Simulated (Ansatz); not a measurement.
**Single-point calculation of GaSb**

The run: single-point calculation of GaSb (interface cell, 8 atoms in the cell). Method and program: DFT, PBE, plane waves, PAW, no spin polarisation (Ansatz 0.2.0).

The structure derives from an entry of the Crystallography Open Database.

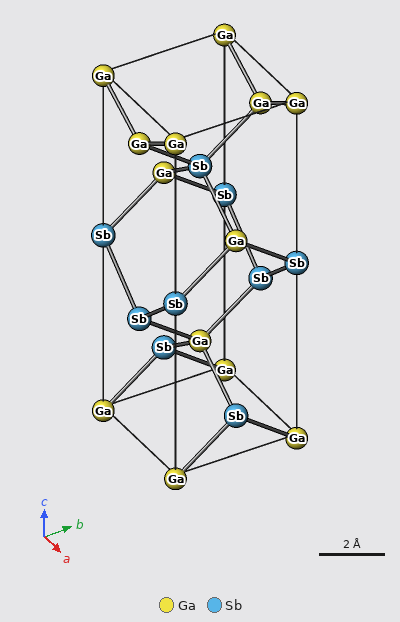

Figure 1. The input geometry (ball-and-stick view of the cell of the calculation, seen at an oblique angle).

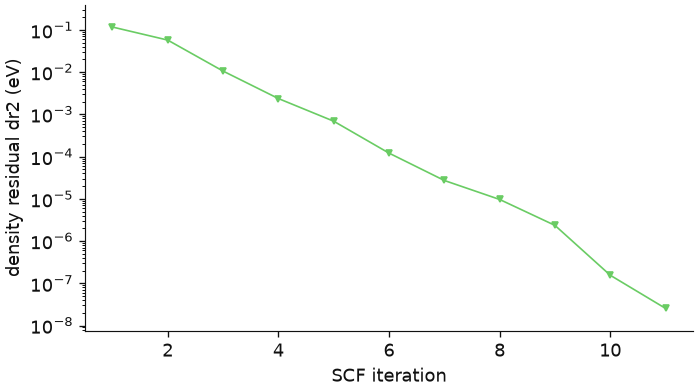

Figure 2. Convergence of the self-consistent field: density residual dr2 against the SCF iteration. The residual falls at every step.

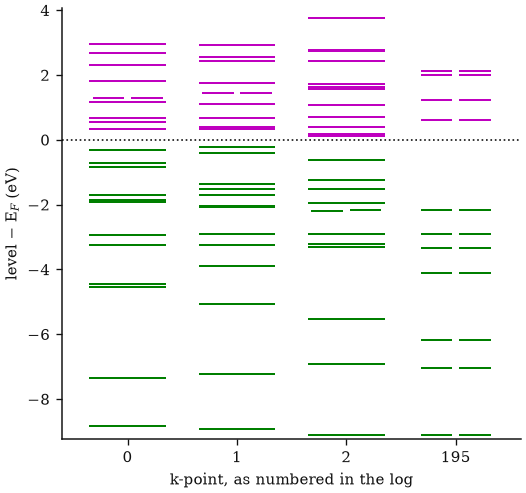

Figure 3. Kohn–Sham levels near the Fermi level (dotted) at the few k-points that the log prints; levels within 0.02 eV of each other stand side by side. The system is metallic on the full mesh.

These pictures come from the run below.

### Input
```yaml
crystal:
  lattice:
    - [4.3938492981, 0.0, 0.0]
    - [0.0, 4.3938492981, 0.0]
    - [0.0, 0.0, 12.62416591]
  atoms:
    - { symbol: Ga, position: [0.0, 0.0, -0.0121219131] }
    - { symbol: Ga, position: [0.5, 0.5, 0.2372403849] }
    - { symbol: Sb, position: [0.0, 0.5, 0.1158153904] }
    - { symbol: Sb, position: [0.5, 0.0, 0.3638331298] }
    - { symbol: Sb, position: [0.0, 0.0, 0.5111668702] }
    - { symbol: Sb, position: [0.5, 0.5, 0.7591846096] }
    - { symbol: Ga, position: [0.0, 0.5, 0.6377596151] }
    - { symbol: Ga, position: [0.5, 0.0, 0.8871219131] }
basis:
  ecutwfc: 420
kpoints:
  mp_grid: { grid: [12, 12, 6] }
hamiltonian:
  xc: pbe
scf:
  occupations: { method: tetrahedron }
output:
  forces: true
  eigenvalues: true
  stress: true
```

Run as:
```bash
ansatz run input.yaml --threads 2 --pin off --max-ram 5120MiB --backend cpu --events-out ev --progress --plain --runs-dir out
```

### Log
```
Warning: output.forces, output.stress, relax.cell or npt_langevin: where a Kohn–Sham band that disperses or a degenerate level is filled in part under the method tetrahedron, the forces or the stress that this run publishes need not agree with its energy (scf.occupations.method in the input reference, under Limitations); prefer a smearing scheme for the forces or the stress
Engine: ansatz 0.2.0, x86_64-unknown-linux-gnu
Pseudopotentials: kind: paw
Pseudopotential: Ga, paw, valence charge 13, recommended cutoff 420 eV (normal), Ga.paw.azcp
Pseudopotential: Sb, paw, valence charge 15, recommended cutoff 420 eV (normal), Sb.paw.azcp
Functional definition: PBE
  parameter kappa = 0.804
  parameter beta = 0.06672455060314922
  exchange = pbe_x(kappa = kappa, mu = beta*pi^2/3)
  correlation = pbe_c(beta = beta)
Crystal: 8 atoms, lattice volume = 243.721 Å³
Basis set: ecut = 420 eV, 4803 PW (Γ), exchange–correlation on 60×60×180 points (8 copies of the dense FFT grid, shifted against one another)
Bands: 68, of which v1, the nominal top of the filled ones, is band 56 counted from 1 (55 counted from 0)
Symmetry: 8 space group operations
Space group: Pmma (ITA 51), of the structure as read, at distance tolerance 6.2e-5 Å
k-points: 196 of 864
Non-local potential: Ga, projectors of the file, l = 0: 2, l = 1: 2, l = 2: 3, l = 3: 1
Non-local potential: Sb, projectors of the file, l = 0: 2, l = 1: 2, l = 2: 2, l = 3: 2
PAW form: soft (Blöchl's): semilocal exchange-correlation on the pseudo side does not see the compensation charge
PAW one-centre angular grid: Ga, 590 points (default); XC on 64 Gauss nodes
PAW one-centre angular grid: Sb, 590 points (default); XC on 64 Gauss nodes
Initial density: superposition of atomic densities (neutral atoms: chi_scale 0, normalization atom), corrected by the library's trained network
Initial wavefunctions: pseudopotential atomic-orbital guess
Functional: x = pbe(κ = 0.804, μ = 0.2195149727645171), c = pbe(β = 0.06672455060314922)
SCF iter   1: F=—  HF=-41070.404900 eV  |F-HF|=—  |Δ(HF+E_count)|=         —  Δρ=2.15e-3  dr2=1.17e-1  ethr=1.77e-3  ⟨swp⟩=6.2  Hψ=49991  notcnv=0  defer=58
preconditioner: auto → Kerker (q_TF=auto, 2.397 Å⁻¹)  [metal: no gap  n_scr=56 (ndim 8)  ℏωp=20.2 eV  f_vac=0.094]
SCF iter   2: F=—  HF=-41070.394409 eV  |F-HF|=—  |Δ(HF+E_count)|=   1.05e-2  Δρ=1.46e-3  dr2=5.74e-2  ethr=1.05e-4  ⟨swp⟩=1.6  Hψ=15732  notcnv=0  defer=847
SCF iter   3: F=—  HF=-41070.393395 eV  |F-HF|=—  |Δ(HF+E_count)|=   1.01e-3  Δρ=1.32e-3  dr2=1.06e-2  ethr=5.13e-5  ⟨swp⟩=2.0  Hψ=18570  notcnv=0  defer=1051
SCF iter   4: F=—  HF=-41070.390302 eV  |F-HF|=—  |Δ(HF+E_count)|=   3.09e-3  Δρ=4.85e-4  dr2=2.37e-3  ethr=9.48e-6  ⟨swp⟩=2.1  Hψ=20543  notcnv=0  defer=1105
SCF iter   5: F=—  HF=-41070.390140 eV  |F-HF|=—  |Δ(HF+E_count)|=   1.62e-4  Δρ=2.42e-4  dr2=6.89e-4  ethr=2.11e-6  ⟨swp⟩=3.1  Hψ=22615  notcnv=0  defer=1105
SCF iter   6: F=—  HF=-41070.390110 eV  |F-HF|=—  |Δ(HF+E_count)|=   2.99e-5  Δρ=1.39e-4  dr2=1.21e-4  ethr=6.15e-7  ⟨swp⟩=2.0  Hψ=14307  notcnv=0  defer=1105
SCF iter   7: F=—  HF=-41070.390112 eV  |F-HF|=—  |Δ(HF+E_count)|=   2.34e-6  Δρ=5.98e-5  dr2=2.72e-5  ethr=1.08e-7  ⟨swp⟩=2.1  Hψ=18596  notcnv=0  defer=1105
SCF iter   8: F=—  HF=-41070.390057 eV  |F-HF|=—  |Δ(HF+E_count)|=   5.56e-5  Δρ=6.04e-5  dr2=9.66e-6  ethr=2.43e-8  ⟨swp⟩=2.2  Hψ=20766  notcnv=0  defer=1105
SCF iter   9: F=—  HF=-41070.390047 eV  |F-HF|=—  |Δ(HF+E_count)|=   9.60e-6  Δρ=2.34e-5  dr2=2.35e-6  ethr=8.62e-9  ⟨swp⟩=2.4  Hψ=20703  notcnv=0  defer=1105
SCF iter  10: F=—  HF=-41070.390048 eV  |F-HF|=—  |Δ(HF+E_count)|=   1.01e-6  Δρ=5.26e-6  dr2=1.55e-7  ethr=2.10e-9  ⟨swp⟩=3.0  Hψ=19286  notcnv=0  defer=1105
SCF iter  11: F=-41070.390048 eV  HF=-41070.390048 eV  |F-HF|=1.07e-8  |Δ(HF+E_count)|=   2.91e-7  Δρ=2.09e-6  dr2=2.54e-8  ethr=8.93e-11  ⟨swp⟩=8.2  Hψ=56197  notcnv=0
SCF 1 converged in 11 iterations: F = -41070.390048 eV  dr2 = 2.54e-8
  greatest PAW one-centre occupation: 0.996 electrons in one spin orbital (limit 2), on the Sb atom at site 4 (counted from 0), in its partial waves of l = 2
SCF converged after 11 iterations
Stability not checked: this state was not tested for a lower state beside it, because cold or Methfessel-Paxton smearing, or corrected tetrahedra, fill the levels in a way that the test cannot read (fill_not_monotonic; see scf.lower_state_search)
Free energy (F): -41070.390048 eV
Harris-Foulkes:  -41070.390048 eV  (|F-HF|=1.07e-8)
Internal energy: -41070.390038 eV  (E = F + TS)
E sigma→0 (E₀):  -41070.390048 eV
Entropy (-TS):   -0.000010 eV (-0.001 meV/atom)
Fermi energy:    7.345679 eV
--- Per-component energies (eV) ---
  E_band       = -1116.584815
  E_kinetic    = 1286.898752
  E_local      = -16020.875026  (includes V_loc(G=0)·N_el)
  E_nonlocal   = 3143.401574
  E_hartree    = 7351.716270
  E_xc         = -827.992482
  E_vxc        = -613.612333  (∫ρ·V_xc dr)
  E_paw        = -26252.397546  (= ΣΔE_a)
  E_vpaw       = -3615.823084  (= ΣTr[D̂ρ^β])
  E_aug_tail   = -0.000487  (compensation charges beyond the density's cutoff)
  E_ewald      = -9751.141093
  E_smearing   = -0.000010  (= −TS)
  E_closure    = 0.000000  (closes the sum)
  Σ components = -41070.390048   (vs F -41070.390048, Δ=0.00e0)
--- Forces (eV/Å), atoms counted from 1 ---
  atom   1  Ga     0.00000000     0.00000000    -0.06695921
  atom   2  Ga     0.00000000     0.00000000    -0.01716241
  atom   3  Sb     0.00000000     0.00000000     0.02478102
  atom   4  Sb     0.00000000     0.00000000     0.01038246
  atom   5  Sb     0.00000000     0.00000000    -0.01038246
  atom   6  Sb     0.00000000     0.00000000    -0.02478102
  atom   7  Ga     0.00000000     0.00000000     0.01716241
  atom   8  Ga     0.00000000     0.00000000     0.06695921
  max |Σ_I F_I| component: 0.00e0 eV/Å
--- Stress (GPa, compression-positive) ---
        0.380740       0.000000       0.000000
        0.000000       1.028144       0.000000
        0.000000       0.000000      -0.142993
  P = ⅓ Tr σ = 0.4220 GPa (4.220 kbar)
--- Band table (eV; the first three rows and the last of 196) ---
  k-point 0: bands = ["-22.5233", "-22.4467", "-22.3850", "-22.3579", "-22.3189", "-22.3006", "-22.3003", "-22.2819", "-22.2808", "-22.2435", "-21.6318", "-21.6316", "-21.6300", "-21.6300", "-21.5753", "-21.5752", "-21.5711", "-21.5709", "-21.5572", "-21.5570", "-8.0870", "-8.0850", "-8.0672", "-8.0662", "-8.0361", "-8.0357", "-8.0201", "-8.0188", "-8.0155", "-8.0155", "-7.5027", "-7.4826", "-7.4251", "-7.3944", "-7.3846", "-7.3469", "-7.2619", "-7.2500", "-7.2142", "-7.1791", "-4.7104", "-3.3708", "-3.2652", "-1.4950", "0.0049", "2.7988", "2.9084", "4.1088", "4.4203", "5.4127", "5.4510", "5.4775", "5.6368", "6.5050", "6.6450", "7.0405", "7.6663", "7.8933", "8.0122", "8.5235", "8.6246", "8.6362", "9.1565", "9.6455", "10.0283", "10.2917", "12.2097", "12.2436"]
  k-point 1: bands = ["-22.5233", "-22.4467", "-22.3850", "-22.3579", "-22.3189", "-22.3006", "-22.3003", "-22.2819", "-22.2808", "-22.2435", "-21.6318", "-21.6316", "-21.6300", "-21.6300", "-21.5753", "-21.5752", "-21.5711", "-21.5709", "-21.5572", "-21.5570", "-8.0870", "-8.0851", "-8.0672", "-8.0662", "-8.0361", "-8.0357", "-8.0201", "-8.0188", "-8.0156", "-8.0155", "-7.5027", "-7.4826", "-7.4251", "-7.3944", "-7.3846", "-7.3469", "-7.2619", "-7.2500", "-7.2142", "-7.1791", "-4.7078", "-3.4828", "-3.1223", "-1.5853", "0.1335", "2.2933", "3.4439", "4.1130", "4.4298", "5.2723", "5.3108", "5.6431", "5.8244", "5.9816", "6.9508", "7.1104", "7.6718", "7.7439", "8.0186", "8.4536", "8.7765", "8.7922", "9.0954", "9.7639", "9.9127", "10.2770", "11.6469", "11.8411"]
  k-point 2: bands = ["-22.5233", "-22.4467", "-22.3850", "-22.3579", "-22.3189", "-22.3006", "-22.3003", "-22.2819", "-22.2808", "-22.2436", "-21.6318", "-21.6316", "-21.6300", "-21.6300", "-21.5753", "-21.5752", "-21.5711", "-21.5710", "-21.5572", "-21.5570", "-8.0870", "-8.0851", "-8.0672", "-8.0662", "-8.0361", "-8.0357", "-8.0201", "-8.0188", "-8.0156", "-8.0155", "-7.5027", "-7.4826", "-7.4251", "-7.3944", "-7.3846", "-7.3469", "-7.2619", "-7.2500", "-7.2142", "-7.1791", "-4.7026", "-3.5830", "-2.9483", "-1.7594", "0.4167", "1.8106", "4.0338", "4.1217", "4.4506", "5.1579", "5.1703", "5.3862", "5.8148", "6.1102", "6.7245", "7.4613", "7.5190", "7.7319", "8.0430", "8.4223", "8.9262", "8.9912", "9.0597", "9.7780", "10.0716", "10.1165", "11.0987", "11.4587"]
  k-point 195: bands = ["-22.4592", "-22.4592", "-22.3724", "-22.3724", "-22.3484", "-22.3484", "-22.2831", "-22.2831", "-22.2532", "-22.2532", "-21.6329", "-21.6329", "-21.6259", "-21.6259", "-21.5768", "-21.5768", "-21.5721", "-21.5721", "-21.5531", "-21.5531", "-8.0876", "-8.0876", "-8.0558", "-8.0558", "-8.0520", "-8.0520", "-8.0238", "-8.0238", "-8.0072", "-8.0072", "-7.5380", "-7.5380", "-7.4330", "-7.4330", "-7.3362", "-7.3362", "-7.2808", "-7.2808", "-7.1253", "-7.1253", "-2.5267", "-2.5267", "-1.7503", "-1.7503", "0.3173", "0.3173", "1.1721", "1.1721", "3.2270", "3.2270", "4.0134", "4.0134", "4.4394", "4.4394", "5.1663", "5.1663", "7.9595", "7.9595", "8.5796", "8.5796", "9.3406", "9.3406", "9.4765", "9.4765", "12.7846", "12.7846", "13.3787", "13.3787"]
```

### Key numbers

```tsv
quantity	value
outcome	converged
electrons treated	112
free energy	−41070.3900 eV
Fermi energy	7.346 eV
gap on the k-point mesh	none (metallic)
largest force (length of the vector)	0.067 eV/Å
hardware	2 threads of Intel Xeon @ 2.50GHz (Skylake/Cascade Lake), 192 GiB of memory available, shared host
wall time	2.2 min (CPU time 4.3 min)
peak memory	2 GiB
```

Settings chosen away from the usual ones: scf.occupations.width removed; scf.occupations.method set to tetrahedron (from gaussian). The program warns: forces and stress from tetrahedron occupations may miss the slope of the energy.
